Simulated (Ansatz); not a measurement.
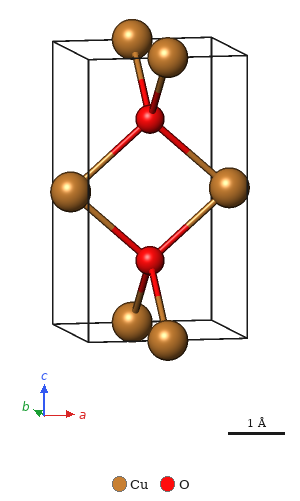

Normal modes of solid CuO, at the zone centre. A ball-and-stick model of the cell of the calculation, seen slightly off an axis.

Level of theory: DFT PBE, scalar-relativistic, plane waves, PAW in Ansatz 0.2.0. Set-up: plane-wave cutoff 420 eV; k-point mesh 16 × 16 × 10; occupations fermi dirac; smearing width 0.15 eV; no spin polarisation.

The frequencies depend somewhat on the k-mesh and the smearing.

Which optical modes does it have, at what frequencies, and is it stable there?

Answer. The calculation's cell holds 4 atoms, so there are 9 optical modes, in 6 levels. The optical modes span 2E_u + B₂u + E_g + A₂u + B₁g. No level is unstable.

```json
{"level": "1", "symmetry": "E_u", "frequency (cm⁻¹)": "171", "activity": "infrared-active"}
{"level": "2", "symmetry": "B₂u", "frequency (cm⁻¹)": "281", "activity": "silent"}
{"level": "3", "symmetry": "E_g", "frequency (cm⁻¹)": "283", "activity": "Raman-active"}
{"level": "4", "symmetry": "E_u", "frequency (cm⁻¹)": "452", "activity": "infrared-active"}
{"level": "5", "symmetry": "A₂u", "frequency (cm⁻¹)": "483", "activity": "infrared-active"}
{"level": "6", "symmetry": "B₁g", "frequency (cm⁻¹)": "512", "activity": "Raman-active"}
```

The crystal is a metal, so free carriers screen the infrared response.

The modes drawn as arrows (one member of each degenerate set):

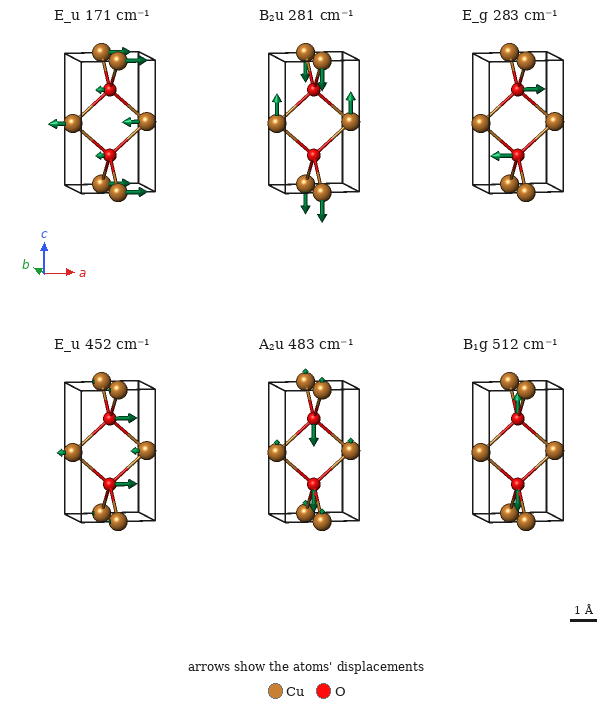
